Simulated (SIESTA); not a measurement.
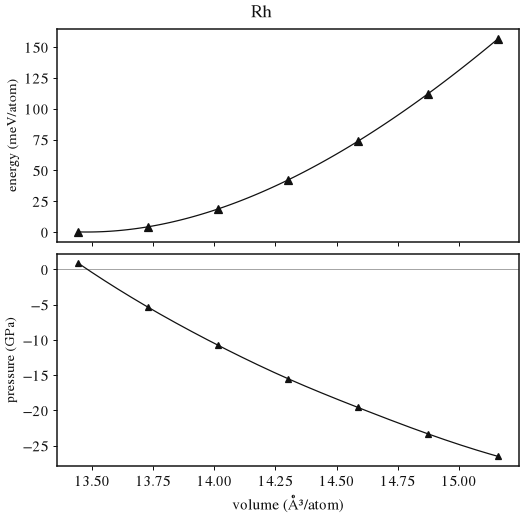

The plot gives the computed energy and pressure against volume for Rh, space group P6_3/mmc (No. 194).

Cell as given: a = 2.731 Å, b = 2.731 Å, c = 4.428 Å, α = 90.00°, β = 90.00°, γ = 120.00°; 2 atoms.

How it was computed, with SIESTA 5.4.2: DFT in numerical atomic orbitals with pseudopotentials, no spin polarisation; energies at scaled volumes of the given cell, shape and fractions fixed, counted from the fit's minimum, third-order Birch-Murnaghan fit. Level: LDA.

k mesh 11×11×6; occupations Fermi–Dirac; smearing width 0.05 eV; potentials PseudoDojo 0.4 standard, converted to PSML, two zetas on semicore shells; program settings basis DZP, mesh cutoff 800 Ry.

Tabulate the plotted points.

```tsv
volume (Å³/atom)	energy (meV/atom)	pressure (GPa)
13.44	0	0.88
13.73	4	-5.37
14.02	19	-10.76
14.30	42	-15.50
14.59	74	-19.58
14.87	112	-23.32
15.16	157	-26.51
```

Keep in mind: the fit and the printed pressures don't fully agree, or the minimum lies near the end of the range; mulliken charges of long orbitals; shape and atomic fractions are frozen while scaling, which makes layered, chain and framework solids too stiff.
